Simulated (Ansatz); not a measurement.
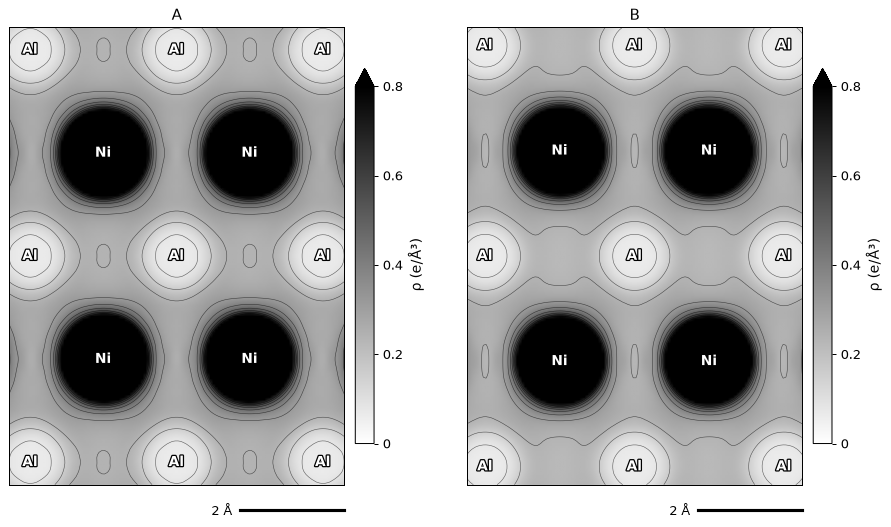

AlNi. The valence pseudo-density of two cells that differ in size, on the (110) plane of each (indices in the axes of the calculation cell), at one length scale and on one colour scale; one has 11.0 and the other 11.7 Å³ an atom.

All numbers below come from Ansatz 0.2.0, DFT PBEsol, scalar-relativistic, plane waves, PAW.

The density is the valence pseudo-density of a PAW calculation; it isn't the true density close to the nuclei.

The larger cell:

```cif
data_structure
_symmetry_space_group_name_H-M 'P 1'
_symmetry_Int_Tables_number 1
_cell_length_a 2.8586
_cell_length_b 2.8586
_cell_length_c 2.8694
_cell_angle_alpha 90.000
_cell_angle_beta 90.000
_cell_angle_gamma 90.001
_cell_volume 23.45
loop_
_atom_site_label
_atom_site_type_symbol
_atom_site_fract_x
_atom_site_fract_y
_atom_site_fract_z
_atom_site_occupancy
Al1 Al 0.00000 0.00000 0.00000 1
Ni1 Ni 0.50000 0.50000 0.50000 1
```

The smaller cell: a = 2.800 Å, b = 2.800 Å, c = 2.811 Å, α = 90.00°, β = 90.00°, γ = 90.00°.

Which is the denser cell? Describe the effect of the change.

Panel A is the smaller cell, by 6 % in volume. From the larger cell to the smaller, Al–Ni goes from 2.48 to 2.43 Å, and the density at its midpoint from 0.31 to 0.33 e/Å³; the pressure goes from 0.0 to 12 GPa.
